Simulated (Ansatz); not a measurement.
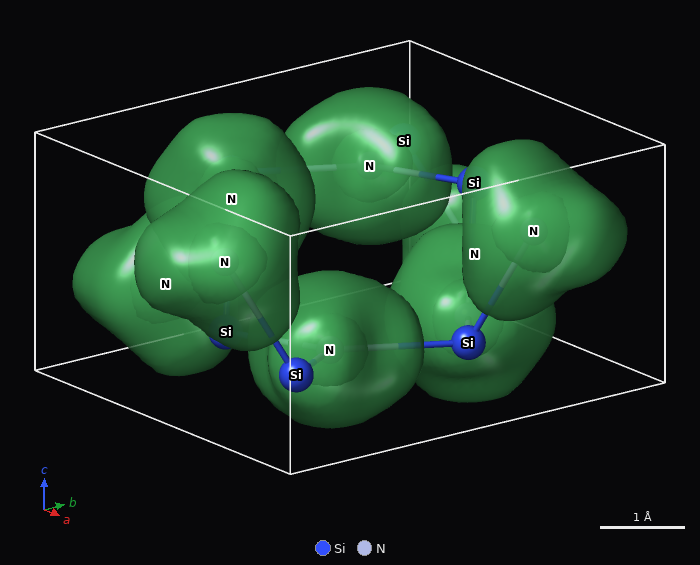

Figure. Si3N4. Isosurface of the ELF at 0.7 (green), seen slightly off an axis. Only the valence region is drawn (cores and ρ < 0.01 e/Å³ removed). Sticks mark near contacts.

Space group P6₃/m.

The calculation used DFT PBE+D3(BJ), scalar-relativistic, plane waves, PAW in Ansatz 0.2.0.

In a PAW calculation such maps are meaningful between the atoms, not at the nuclei.

```
CELL_PARAMETERS angstrom
7.61868 0.00000 0.00000
-3.80934 6.59797 0.00000
0.00000 0.00000 2.91137
ATOMIC_POSITIONS crystal
Si 0.76783 0.17406 0.24891
Si 0.59377 0.76783 0.74891
Si 0.82594 0.59377 0.24891
Si 0.23217 0.82594 0.74891
Si 0.40623 0.23217 0.24891
Si 0.17406 0.40623 0.74891
N 0.02988 0.32994 0.24892
N 0.69994 0.02988 0.74892
N 0.67006 0.69994 0.24892
N 0.97012 0.67006 0.74892
N 0.30006 0.97012 0.24892
N 0.32994 0.30006 0.74892
N 0.66667 0.33333 0.24891
N 0.33333 0.66667 0.74891
```

> Describe the localisation domains.

The surface consists of eight regions on N in which the atom's valence shell and bonds are merged, counted in one cell of 14 atoms. Regions shared between cells count once. Along the contacts the grid gives the following. Si–N (1.73 Å): the ELF peaks at about 0.90 between the atoms; a polar covalent bond.
